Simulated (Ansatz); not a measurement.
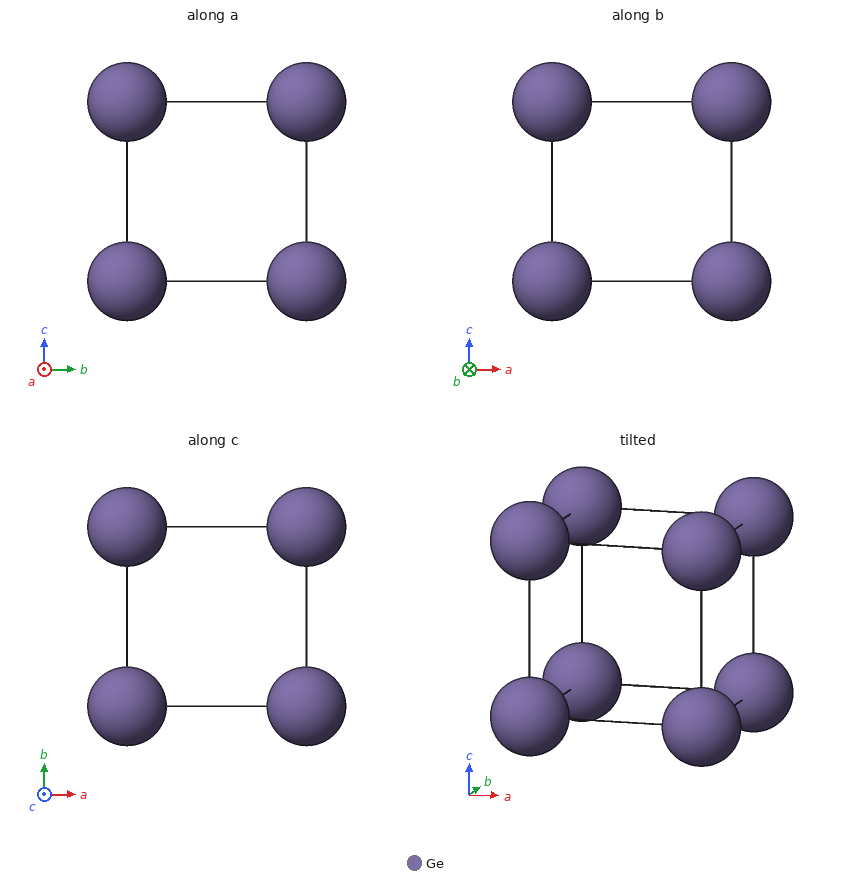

Shown here is a spheres-only view of the crystal, taken along the a axis, along the b axis, along the c axis and slightly off an axis. One conventional unit cell is framed, with atoms on its boundary repeated.

Lattice parameters: a = 2.712 Å, b = 2.712 Å, c = 2.712 Å, α = 90.00°, β = 90.00°, γ = 90.00°.

Put the structure into a table of Wyckoff sites.

Space group Pm-3m (No. 221).
| atom | site | x | y | z |
| --- | --- | --- | --- | --- |
| Ge | 1a | 0.0000 | 0.0000 | 0.0000 |

The structure was taken from a structure type filled with this element by a generator (whether the element takes this form wasn't checked). The picture shows the end point of a geometry optimisation with Ansatz 0.2.0, DFT, PBE, PAW with Ansatz's default frozen-core files, scalar-relativistic.
